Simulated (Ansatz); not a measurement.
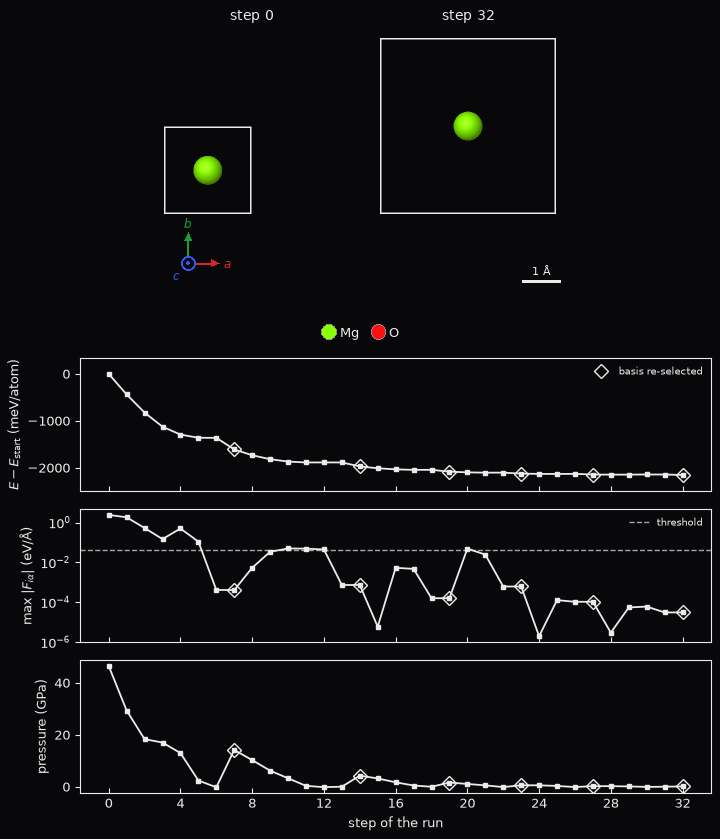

First and last geometry of a relaxation of a crystal of MgO (a generated structure, set up in P4mm) (coarse preliminary run), with the history of the run. Style: ball-and-stick. Shown: the cell of the calculation, along the c axis.

Method: DFT PBE, scalar-relativistic, plane waves, PAW (Ansatz).

The input:
```yaml
crystal:
  lattice:
    - [2.29809323, 0.0, 0.0]
    - [0.0, 2.29809323, 0.0]
    - [0.0, 0.0, 3.9678927]
  atoms:
    - { symbol: Mg, position: [0.5, 0.5, 0.24806685] }
    - { symbol: O, position: [0.5, 0.5, 0.79361551], spin: 1.0 }
basis:
  ecutwfc: 420
kpoints:
  mp_grid: { grid: [8, 8, 4] }
hamiltonian:
  xc: pbe
scf:
  occupations: { method: gaussian, width: 0.1 }
  lower_state_search: "off"
output:
  forces: true
  stress: true
  eigenvalues: true
  populations: true
magnetization:
  spin_polarized: true
relax:
  adjacent_minimum: "off"
  f_tol: 0.04
  max_steps: 70
  cell: { stress_tol: 0.4 }
```

Command:
```bash
ansatz run input.yaml --threads 1 --pin off --max-ram 2048MiB --backend cpu --events-out ev --progress --plain --runs-dir out
```

Question: Did the run converge, and what did it change?

Answer: It converged. The largest moves relative to the cell, 0.082 Å, are those of Mg1 and O2. Mg1 goes along +c. By element the largest moves are Mg 0.082 Å, O 0.082 Å. The drawn cell changes as follows: a = b 2.298 → 4.657 Å (+102.6 %), c 3.968 → 3.603 Å (−9.2 %); the volume changes by +272.9 %. Among the contacts that change: Mg1–Mg1 2.298 → 4.657 Å, Mg1–O2 2.165 → 1.802 Å. The space group (tolerance 0.01 Å) goes from P4mm (No. 99) to P4/mmm (No. 123). Over 26 accepted moves (32 points after the start) the energy falls by 2152 meV per atom. The largest force component goes from 2.4 to under 0.0001 eV/Å. Pressure: 46.50 GPa at the start and 0.15 GPa at the end. The SCF was repeated 6 times at an unchanged geometry on a basis and grid sized afresh for the cell, which shifted the energy by 247 meV per atom at most. The program noted that the starting moments weren't kept. The run took 3 min on 1 thread of Arm Neoverse V2, with other jobs on the host, peak memory 0.41 GiB.

```csv
step,"E − E(0), meV/atom","largest force component, eV/Å","pressure, GPa","volume, Å³/atom",note
0,0.00,2.4050,46.50,10.478,
1,-437.72,1.8236,29.34,11.419,
2,-823.46,0.5302,18.34,12.159,
3,-1124.25,0.1473,17.04,12.662,
4,-1292.22,0.5015,13.00,13.413,
5,-1360.30,0.1095,2.42,14.548,
6,-1361.47,0.0004,-0.18,14.791,
7,-1608.26,0.0004,14.18,14.791,"same geometry, new basis"
8,-1732.15,0.0054,10.27,16.002,
9,-1816.48,0.0339,6.23,17.286,
10,-1867.56,0.0500,3.28,18.549,
11,-1885.55,0.0489,0.37,19.854,
12,-1885.18,0.0444,-0.13,20.098,
13,-1885.29,0.0007,0.04,20.077,
15,-2008.99,0.0000,3.21,21.492,
16,-2033.18,0.0053,1.74,22.979,
17,-2043.35,0.0047,0.49,24.455,
18,-2042.71,0.0002,0.02,25.230,
19,-2082.04,0.0002,1.64,25.230,"same geometry, new basis"
20,-2096.26,0.0491,1.10,26.842,
22,-2102.04,0.0006,-0.11,30.127,
23,-2124.49,0.0006,0.59,30.127,"same geometry, new basis"
24,-2128.98,0.0000,0.57,31.368,
25,-2131.20,0.0001,0.34,33.104,
26,-2128.36,0.0001,-0.10,34.891,
27,-2143.70,0.0001,0.26,34.891,"same geometry, new basis"
29,-2145.06,0.0001,0.16,37.618,
30,-2141.77,0.0001,-0.04,39.502,
31,-2142.88,0.0000,0.03,39.068,
32,-2152.38,0.0000,0.15,39.068,"same geometry, new basis"
```
